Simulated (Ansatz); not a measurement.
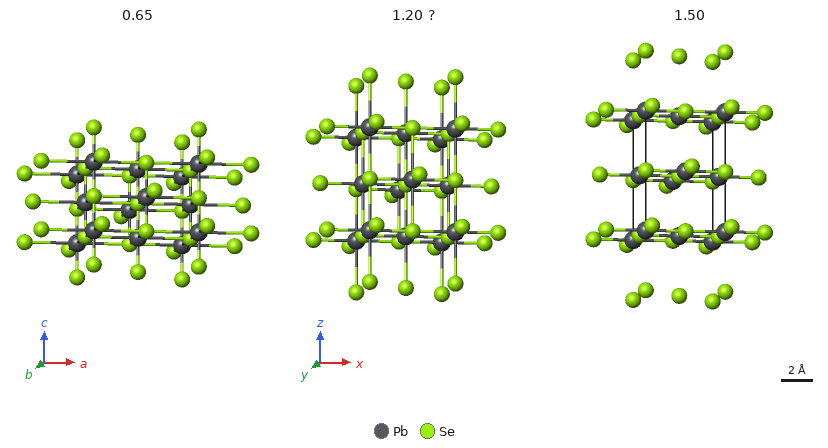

Energy scan for solid PbSe (Fm-3m), in which the ratio of the cell's length along z to its lengths across, counted as 1 for the reference, is changed at fixed volume (a tetragonal or Bain path), with the atoms kept at their fractional coordinates. x, y and z are the Cartesian axes of the input. The picture is a ball-and-stick view of the conventional cell (4 times the calculation's cell), seen along the b axis, with a slight tilt. Lengths and directions refer to the drawn axes.

The calculation used DFT PBE, scalar-relativistic, plane waves, PAW (Ansatz). Settings: plane-wave cutoff 420 eV; k-point mesh 10 × 10 × 10; occupations gaussian; smearing width 0.03 eV; no spin polarisation. Energies (free energies at the smearing named) are counted from the cell as listed in its source, which wasn't relaxed.

```csv
axial ratio over its reference value,E − E(ref) (meV/atom)
0.650,1845
0.707,1153
0.780,590
0.850,245
0.920,59
0.960,13
1.000,0
1.050,17
1.100,62
1.200,?
1.300,393
1.414,647
1.500,864
```

> One row is withheld. What is its energy?

A straight line between the two neighbours gives 227 meV/atom. A cubic through the four nearest rows (1.050, 1.100, 1.300, 1.414) gives, with Lagrange weights, (−0.4703)(17) + (1.0223)(62) + (0.5632)(393) + (−0.1151)(647) = 202 meV/atom. The calculation gives 206 meV/atom, so the cubic is 4 meV/atom too low and the straight line 21 meV/atom too high, as the curve bends upwards here.

The whole profile:

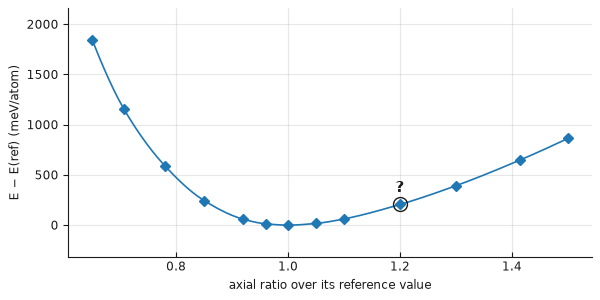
